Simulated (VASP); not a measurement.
# Geometry relaxation of MoTe2 (part 1 of 6)

System: MoTe2 (slab, 12 atoms in the cell).
Method: Kohn-Sham DFT of a periodic cell, LDA, VASP PAW LDA potentials, recommended, no spin polarisation (VASP 6.6.1).

The structure derives from an entry of the Crystallography Open Database.

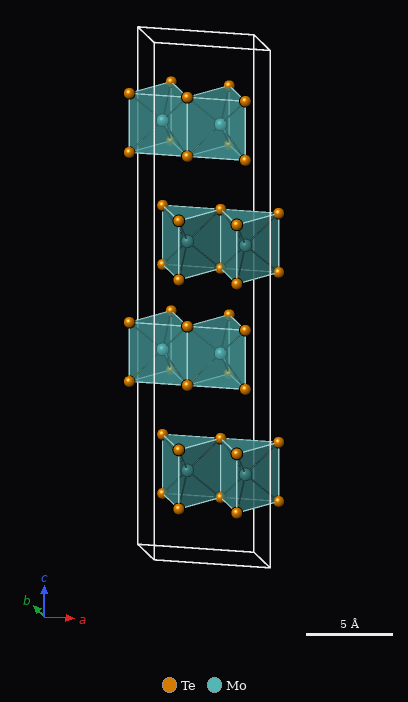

**Figure 1.** The input geometry (polyhedral view of the 2 × 1 repeat of the cell, with the vacuum cut short, seen slightly off an axis; polyhedra are completed across the faces of the cell). An atom can appear more than once, as a periodic image.

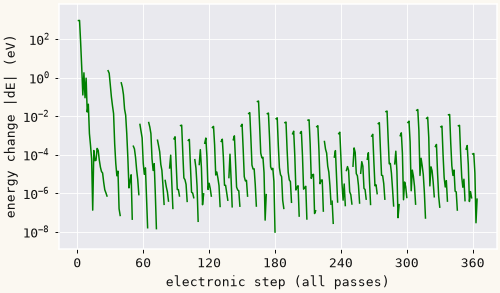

**Figure 2.** Convergence of the self-consistent field: energy change |dE| against the electronic step. Each stretch between dotted lines is the SCF of one geometry step of a relaxation. The 51 ionic steps take 2 to 27 electronic steps each. The density is held fixed in the first few steps, and dE rises again when its update begins.

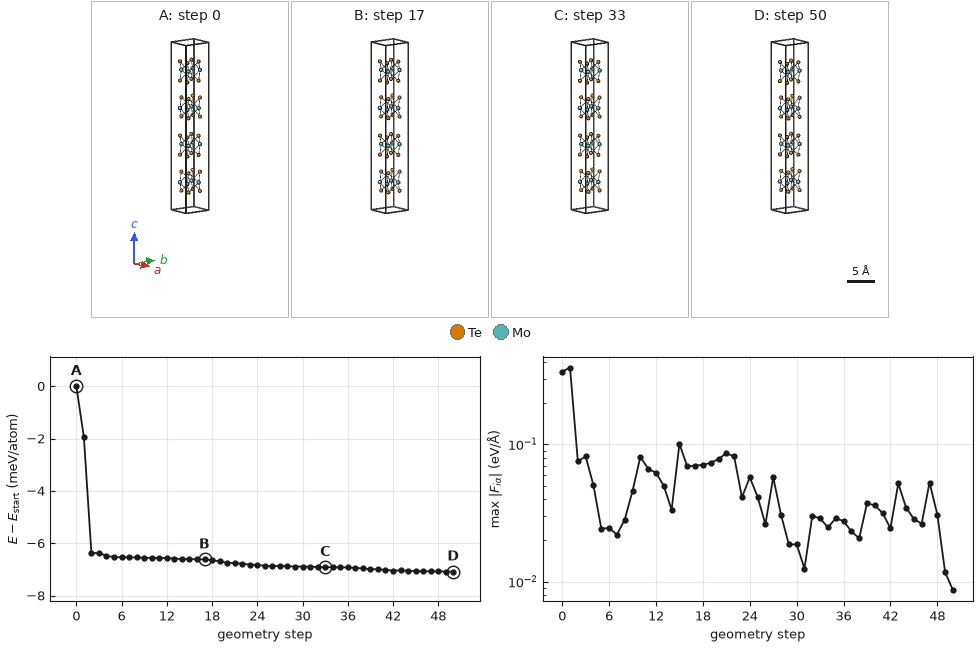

**Figure 3.** Frames of the relaxation (ball-and-stick view of the 2 × 2 repeat of the cell, with the vacuum cut short, seen slightly off an axis) above the curves, on which the letters mark them (steps are counted from 0).

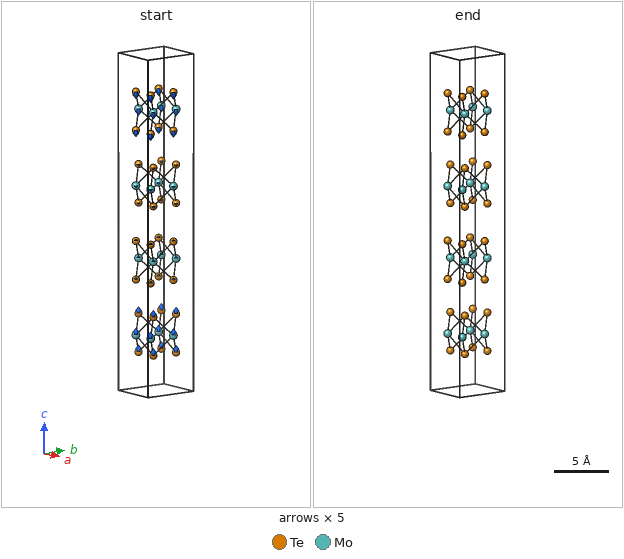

**Figure 4.** Before (left) and after (right) the relaxation, at one scale (ball-and-stick view of the 2 × 2 repeat of the cell, with the vacuum cut short, seen slightly off an axis). The blue arrows give the displacements (without the part carried along by the change of the cell), magnified 5 times. Over 50 geometry steps the energy falls by 7.1 meV per atom. The largest force component goes from 0.34 to 0.0087 eV/Å. The largest moves relative to the cell, 0.14 Å, are those of Te1 and Te8. By element the largest moves are Te 0.14 Å, Mo 0.14 Å. In the plane the drawn cell goes a 7.036 → 6.944 Å (−1.3 %), b 7.036 → 6.944 Å (−1.3 %). Distances before and after: Te1–Mo9 2.716 → 2.691 Å. (Atoms are counted from 1 in the order of the input.)

The input that produced these results follows, with the program's output.

### INCAR
```
SYSTEM = Te2Mo
PREC     = Accurate       ! precision mode
ENCUT    = 600            ! plane-wave cutoff, eV
EDIFF    = 1E-6           ! SCF threshold, eV
ISMEAR   = 0              ! smearing method
SIGMA    = 0.03           ! smearing width, eV
LREAL    = .FALSE.        ! projectors in reciprocal space
LASPH    = .TRUE.         ! aspherical terms in the spheres
NELM     = 80             ! most SCF steps
ALGO     = Normal         ! electronic algorithm
ISIF     = 3              ! what is computed and relaxed
LWAVE    = .FALSE.        ! write WAVECAR
LCHARG   = .FALSE.        ! write CHGCAR
IBRION   = 2              ! ionic algorithm
NSW      = 90             ! ionic steps
EDIFFG   = -0.01          ! ionic threshold
LATTICE_CONSTRAINTS= .TRUE. .TRUE. .FALSE.
KPAR     = 8
```

### KPOINTS
```
Automatic mesh
0
G
  12 12 1
  0 0 0
```

### POSCAR
```
Te2Mo
1.0
    3.5182000000      0.0000000000      0.0000000000
   -1.7591000000      3.0468505800      0.0000000000
    0.0000000000      0.0000000000     42.5655888000
Te Mo
8 4
Direct
    0.3333333300      0.6666666700      0.2114384000
    0.3333333300      0.6666666700      0.2961356600
    0.6666666700      0.3333333300      0.3755803800
    0.6666666700      0.3333333300      0.4602776400
    0.3333333300      0.6666666700      0.5397223600
    0.3333333300      0.6666666700      0.6244196200
    0.6666666700      0.3333333300      0.7038643400
    0.6666666700      0.3333333300      0.7885616000
    0.6666666700      0.3333333300      0.2537870300
    0.3333333300      0.6666666700      0.4179290100
    0.6666666700      0.3333333300      0.5820709900
    0.3333333300      0.6666666700      0.7462129700
```

Launched with:
```bash
cat potpaw_LDA.64/Te/POTCAR potpaw_LDA.64/Mo_sv/POTCAR > POTCAR
mpirun -np 8 vasp_std > vasp.out
```

### OSZICAR
```
N       E                     dE             d eps       ncg     rms          rms(c)
DAV:   1     0.927859453943E+03    0.92786E+03   -0.55593E+04  2884   0.160E+03
DAV:   2    -0.130679795628E+02   -0.94093E+03   -0.91936E+03  2832   0.353E+02
DAV:   3    -0.816791027150E+02   -0.68611E+02   -0.66608E+02  2970   0.784E+01
DAV:   4    -0.850199011536E+02   -0.33408E+01   -0.33182E+01  3146   0.159E+01
DAV:   5    -0.851468804085E+02   -0.12698E+00   -0.12673E+00  3324   0.325E+00    0.315E+01
DAV:   6    -0.833494556522E+02    0.17974E+01   -0.17517E+01  2936   0.161E+01    0.126E+01
DAV:   7    -0.832583455833E+02    0.91110E-01   -0.16634E+01  2700   0.134E+01    0.964E+00
DAV:   8    -0.823103471742E+02    0.94800E+00   -0.35315E+00  2896   0.659E+00    0.464E+00
DAV:   9    -0.823269677961E+02   -0.16621E-01   -0.10444E+00  3084   0.326E+00    0.227E+00
DAV:  10    -0.822848025393E+02    0.42165E-01   -0.20510E-01  2840   0.173E+00    0.545E-01
DAV:  11    -0.822860690570E+02   -0.12665E-02   -0.11778E-02  3100   0.375E-01    0.442E-01
DAV:  12    -0.822857615614E+02    0.30750E-03   -0.57672E-03  3074   0.257E-01    0.254E-01
DAV:  13    -0.822858212839E+02   -0.59723E-04   -0.36117E-04  3030   0.715E-02    0.289E-01
DAV:  14    -0.822858214174E+02   -0.13350E-06   -0.72981E-05  2836   0.300E-02    0.242E-01
DAV:  15    -0.822859874138E+02   -0.16600E-03   -0.58725E-04  2730   0.768E-02    0.503E-02
DAV:  16    -0.822860368333E+02   -0.49419E-04   -0.42650E-05  2892   0.173E-02    0.475E-02
DAV:  17    -0.822860884344E+02   -0.51601E-04   -0.42279E-06  2266   0.697E-03    0.328E-02
DAV:  18    -0.822863019150E+02   -0.21348E-03   -0.24115E-05  2270   0.986E-03    0.124E-02
DAV:  19    -0.822864710353E+02   -0.16912E-03   -0.35102E-05  2318   0.144E-02    0.343E-02
DAV:  20    -0.822865241529E+02   -0.53118E-04   -0.95982E-06  2590   0.753E-03    0.319E-02
DAV:  21    -0.822865469934E+02   -0.22841E-04   -0.10029E-06  1796   0.301E-03    0.198E-02
DAV:  22    -0.822865604489E+02   -0.13455E-04   -0.66655E-07  1728   0.263E-03    0.137E-02
DAV:  23    -0.822865718113E+02   -0.11362E-04   -0.30997E-06  1990   0.545E-03    0.285E-03
DAV:  24    -0.822865754978E+02   -0.36865E-05   -0.43168E-07  1648   0.192E-03    0.314E-03
DAV:  25    -0.822865770048E+02   -0.15070E-05   -0.14569E-07  1514   0.104E-03    0.217E-03
DAV:  26    -0.822865780707E+02   -0.10659E-05   -0.79274E-08  1494   0.662E-04    0.160E-03
DAV:  27    -0.822865787921E+02   -0.72143E-06   -0.43091E-08  1470   0.576E-04
   1 F= -.82286579E+02 E0= -.82286579E+02  d E =-.822866E+02
       N       E                     dE             d eps       ncg     rms          rms(c)
DAV:   1    -0.845977935926E+02   -0.23112E+01   -0.62704E+01  2376   0.433E+01    0.177E+01
DAV:   2    -0.828899286671E+02    0.17079E+01   -0.13675E+01  2630   0.169E+01    0.488E+00
DAV:   3    -0.824607066023E+02    0.42922E+00   -0.46561E+00  2568   0.685E+00    0.574E+00
DAV:   4    -0.823581577185E+02    0.10255E+00   -0.39215E-01  2550   0.231E+00    0.204E+00
DAV:   5    -0.823230908754E+02    0.35067E-01   -0.44466E-01  2782   0.260E+00    0.180E+00
DAV:   6    -0.823093907099E+02    0.13700E-01   -0.72905E-02  2878   0.864E-01    0.808E-01
DAV:   7    -0.823097623392E+02   -0.37163E-03   -0.81597E-03  2678   0.296E-01    0.156E-01
DAV:   8    -0.823097981103E+02   -0.35771E-04   -0.34882E-04  3438   0.648E-02    0.101E-01
DAV:   9    -0.823098062224E+02   -0.81121E-05   -0.71717E-05  3080   0.417E-02    0.464E-02
DAV:  10    -0.823097921160E+02    0.14106E-04   -0.88332E-05  3128   0.466E-02    0.176E-02
DAV:  11    -0.823097922741E+02   -0.15812E-06   -0.13755E-05  2512   0.150E-02    0.140E-02
DAV:  12    -0.823097923448E+02   -0.70735E-07   -0.87573E-07  1632   0.345E-03
   2 F= -.82309792E+02 E0= -.82309792E+02  d E =-.232136E-01
       N       E                     dE             d eps       ncg     rms          rms(c)
DAV:   1    -0.828519576935E+02   -0.54217E+00   -0.12997E+01  2376   0.198E+01    0.699E+00
DAV:   2    -0.825320911718E+02    0.31987E+00   -0.35909E+00  2630   0.865E+00    0.248E+00
DAV:   3    -0.823993572934E+02    0.13273E+00   -0.13993E+00  2572   0.378E+00    0.314E+00
DAV:   4    -0.823758724366E+02    0.23485E-01   -0.88063E-02  2550   0.108E+00    0.104E+00
DAV:   5    -0.823644036895E+02    0.11469E-01   -0.10825E-01  2772   0.129E+00    0.538E-01
DAV:   6    -0.823631410356E+02    0.12627E-02   -0.64877E-03  2938   0.290E-01    0.320E-01
DAV:   7    -0.823630724383E+02    0.68597E-04   -0.15187E-03  2800   0.118E-01    0.973E-02
DAV:   8    -0.823630743479E+02   -0.19096E-05   -0.23644E-04  3284   0.489E-02    0.617E-02
DAV:   9    -0.823630789063E+02   -0.45584E-05   -0.29509E-05  3058   0.194E-02    0.400E-02
DAV:  10    -0.823630697676E+02    0.91387E-05   -0.65333E-05  2944   0.324E-02    0.155E-02
DAV:  11    -0.823630698130E+02   -0.45417E-07   -0.75378E-06  2486   0.117E-02
   3 F= -.82363070E+02 E0= -.82363070E+02  d E =-.764910E-01
       N       E                     dE             d eps       ncg     rms          rms(c)
DAV:   1    -0.823633482795E+02   -0.27851E-03   -0.77639E-03  2436   0.482E-01    0.184E-01
DAV:   2    -0.823631457132E+02    0.20257E-03   -0.21764E-03  2694   0.209E-01    0.642E-02
DAV:   3    -0.823630720613E+02    0.73652E-04   -0.84857E-04  2608   0.927E-02    0.718E-02
DAV:   4    -0.823630555835E+02    0.16478E-04   -0.62394E-05  2654   0.291E-02    0.210E-02
DAV:   5    -0.823630504055E+02    0.51779E-05   -0.58568E-05  2804   0.296E-02    0.152E-02
DAV:   6    -0.823630495527E+02    0.85281E-06   -0.61273E-06  2396   0.846E-03
   4 F= -.82363050E+02 E0= -.82363050E+02  d E =-.764708E-01
       N       E                     dE             d eps       ncg     rms          rms(c)
DAV:   1    -0.823668156676E+02   -0.37653E-02   -0.90272E-02  2478   0.149E+00    0.394E-01
DAV:   2    -0.823651449611E+02    0.16707E-02   -0.19251E-02  2704   0.609E-01    0.259E-01
DAV:   3    -0.823643974010E+02    0.74756E-03   -0.37870E-03  2662   0.198E-01    0.108E-01
DAV:   4    -0.823643608852E+02    0.36516E-04   -0.34984E-04  2830   0.604E-02    0.644E-02
DAV:   5    -0.823643512410E+02    0.96441E-05   -0.28450E-04  2852   0.717E-02    0.823E-02
DAV:   6    -0.823643303322E+02    0.20909E-04   -0.12830E-04  2742   0.356E-02    0.759E-03
DAV:   7    -0.823643309342E+02   -0.60197E-06   -0.10602E-05  2524   0.114E-02    0.136E-02
DAV:   8    -0.823643309505E+02   -0.16322E-07   -0.56596E-07  1524   0.331E-03
   5 F= -.82364331E+02 E0= -.82364331E+02  d E =-.128140E-02
       N       E                     dE             d eps       ncg     rms          rms(c)
DAV:   1    -0.823690402122E+02   -0.47093E-02   -0.14856E-01  2478   0.191E+00    0.505E-01
DAV:   2    -0.823663013459E+02    0.27389E-02   -0.31883E-02  2686   0.782E-01    0.336E-01
DAV:   3    -0.823650558458E+02    0.12455E-02   -0.63027E-03  2652   0.255E-01    0.137E-01
DAV:   4    -0.823649937839E+02    0.62062E-04   -0.57549E-04  2830   0.777E-02    0.825E-02
DAV:   5    -0.823649784644E+02    0.15319E-04   -0.46266E-04  2858   0.913E-02    0.106E-01
DAV:   6    -0.823649440778E+02    0.34387E-04   -0.21080E-04  2772   0.458E-02    0.963E-03
DAV:   7    -0.823649450378E+02   -0.96000E-06   -0.17481E-05  2492   0.147E-02    0.180E-02
DAV:   8    -0.823649450524E+02   -0.14645E-07   -0.95049E-07  1602   0.434E-03
   6 F= -.82364945E+02 E0= -.82364945E+02  d E =-.189550E-02
       N       E                     dE             d eps       ncg     rms          rms(c)
DAV:   1    -0.823655154061E+02   -0.57037E-03   -0.47675E-02  2356   0.124E+00    0.257E-01
DAV:   2    -0.823652226855E+02    0.29272E-03   -0.53251E-03  2604   0.330E-01    0.793E-02
DAV:   3    -0.823650804849E+02    0.14220E-03   -0.16153E-03  2700   0.127E-01    0.114E-01
DAV:   4    -0.823650489041E+02    0.31581E-04   -0.12292E-04  2860   0.400E-02    0.413E-02
DAV:   5    -0.823650333800E+02    0.15524E-04   -0.15950E-04  2808   0.495E-02    0.235E-02
DAV:   6    -0.823650309968E+02    0.23832E-05   -0.12388E-05  2634   0.132E-02    0.160E-02
DAV:   7    -0.823650307294E+02    0.26747E-06   -0.32223E-06  2274   0.783E-03
   7 F= -.82365031E+02 E0= -.82365031E+02  d E =-.856769E-04
       N       E                     dE             d eps       ncg     rms          rms(c)
DAV:   1    -0.823650356400E+02   -0.46432E-05   -0.34312E-04  2404   0.105E-01    0.253E-02
DAV:   2    -0.823650334929E+02    0.21471E-05   -0.45208E-05  2692   0.297E-02    0.896E-03
DAV:   3    -0.823650322997E+02    0.11932E-05   -0.16378E-05  2180   0.130E-02    0.105E-02
DAV:   4    -0.823650319064E+02    0.39333E-06   -0.13950E-06  1482   0.479E-03
   8 F= -.82365032E+02 E0= -.82365032E+02  d E =-.868539E-04
       N       E                     dE             d eps       ncg     rms          rms(c)
DAV:   1    -0.823650116205E+02    0.20679E-04   -0.16761E-02  2356   0.661E-01    0.391E-02
DAV:   2    -0.823651070847E+02   -0.95464E-04   -0.10352E-03  2440   0.121E-01    0.170E-02
DAV:   3    -0.823651034720E+02    0.36127E-05   -0.27534E-05  2714   0.268E-02    0.160E-02
DAV:   4    -0.823651036358E+02   -0.16388E-06   -0.34617E-06  2214   0.803E-03
   9 F= -.82365104E+02 E0= -.82365104E+02  d E =-.717295E-04
       N       E                     dE             d eps       ncg     rms          rms(c)
DAV:   1    -0.823644309066E+02    0.67257E-03   -0.15116E-01  2356   0.199E+00    0.116E-01
DAV:   2    -0.823652915508E+02   -0.86064E-03   -0.93200E-03  2404   0.362E-01    0.530E-02
DAV:   3    -0.823652578877E+02    0.33663E-04   -0.22937E-04  2848   0.772E-02    0.490E-02
DAV:   4    -0.823652594653E+02   -0.15776E-05   -0.30744E-05  2660   0.237E-02    0.296E-02
DAV:   5    -0.823652578990E+02    0.15663E-05   -0.76875E-06  2824   0.125E-02    0.143E-02
DAV:   6    -0.823652571744E+02    0.72458E-06   -0.34616E-06  2394   0.810E-03
  10 F= -.82365257E+02 E0= -.82365257E+02  d E =-.225268E-03
       N       E                     dE             d eps       ncg     rms          rms(c)
DAV:   1    -0.823619732119E+02    0.32847E-02   -0.60369E-01  2356   0.397E+00    0.238E-01
DAV:   2    -0.823654162166E+02   -0.34430E-02   -0.37366E-02  2422   0.723E-01    0.106E-01
DAV:   3    -0.823652790647E+02    0.13715E-03   -0.10030E-03  2832   0.158E-01    0.958E-02
DAV:   4    -0.823652853793E+02   -0.63146E-05   -0.12671E-04  2632   0.487E-02    0.559E-02
DAV:   5    -0.823652803071E+02    0.50722E-05   -0.29680E-05  2888   0.243E-02    0.275E-02
DAV:   6    -0.823652773976E+02    0.29095E-05   -0.13431E-05  2742   0.161E-02    0.881E-03
DAV:   7    -0.823652777774E+02   -0.37975E-06   -0.32463E-06  2286   0.672E-03
  11 F= -.82365278E+02 E0= -.82365278E+02  d E =-.245871E-03
       N       E                     dE             d eps       ncg     rms          rms(c)
DAV:   1    -0.823647204819E+02    0.55692E-03   -0.10972E-01  2356   0.169E+00    0.993E-02
DAV:   2    -0.823653464905E+02   -0.62601E-03   -0.67848E-03  2434   0.309E-01    0.434E-02
DAV:   3    -0.823653216339E+02    0.24857E-04   -0.18200E-04  2790   0.694E-02    0.429E-02
DAV:   4    -0.823653227622E+02   -0.11283E-05   -0.22874E-05  2530   0.203E-02    0.253E-02
DAV:   5    -0.823653217210E+02    0.10413E-05   -0.53996E-06  2722   0.108E-02    0.128E-02
DAV:   6    -0.823653211319E+02    0.58903E-06   -0.23570E-06  1994   0.703E-03
  12 F= -.82365321E+02 E0= -.82365321E+02  d E =-.289226E-03
       N       E                     dE             d eps       ncg     rms          rms(c)
DAV:   1    -0.823653772699E+02   -0.55549E-04   -0.47365E-03  2356   0.352E-01    0.330E-02
DAV:   2    -0.823653977329E+02   -0.20463E-04   -0.30479E-04  2676   0.708E-02    0.112E-02
DAV:   3    -0.823653953589E+02    0.23740E-05   -0.23451E-05  2598   0.217E-02    0.146E-02
DAV:   4    -0.823653953236E+02    0.35237E-07   -0.22707E-06  1966   0.570E-03
  13 F= -.82365395E+02 E0= -.82365395E+02  d E =-.741917E-04
       N       E                     dE             d eps       ncg     rms          rms(c)
DAV:   1    -0.823654266383E+02   -0.31279E-04   -0.42597E-02  2356   0.105E+00    0.952E-02
DAV:   2    -0.823656116151E+02   -0.18498E-03   -0.27025E-03  2640   0.210E-01    0.334E-02
DAV:   3    -0.823655911435E+02    0.20472E-04   -0.18006E-04  2752   0.605E-02    0.412E-02
DAV:   4    -0.823655908889E+02    0.25466E-06   -0.19466E-05  2414   0.164E-02    0.243E-02
DAV:   5    -0.823655899511E+02    0.93772E-06   -0.51119E-06  2204   0.113E-02
  14 F= -.82365590E+02 E0= -.82365590E+02  d E =-.268819E-03
       N       E                     dE             d eps       ncg     rms          rms(c)
DAV:   1    -0.823651940385E+02    0.39685E-03   -0.17052E-01  2356   0.211E+00    0.195E-01
DAV:   2    -0.823659301560E+02   -0.73612E-03   -0.10823E-02  2640   0.423E-01    0.670E-02
DAV:   3    -0.823658470423E+02    0.83114E-04   -0.73087E-04  2756   0.121E-01    0.808E-02
DAV:   4    -0.823658454525E+02    0.15898E-05   -0.79574E-05  2710   0.336E-02    0.461E-02
DAV:   5    -0.823658421293E+02    0.33232E-05   -0.22608E-05  2900   0.232E-02    0.301E-02
DAV:   6    -0.823658403584E+02    0.17709E-05   -0.13597E-05  2690   0.123E-02    0.176E-02
DAV:   7    -0.823658396438E+02    0.71459E-06   -0.49113E-06  2202   0.928E-03
  15 F= -.82365840E+02 E0= -.82365840E+02  d E =-.518512E-03
       N       E                     dE             d eps       ncg     rms          rms(c)
DAV:   1    -0.823632414752E+02    0.25989E-02   -0.68121E-01  2356   0.421E+00    0.396E-01
DAV:   2    -0.823662042016E+02   -0.29627E-02   -0.43179E-02  2654   0.844E-01    0.131E-01
```
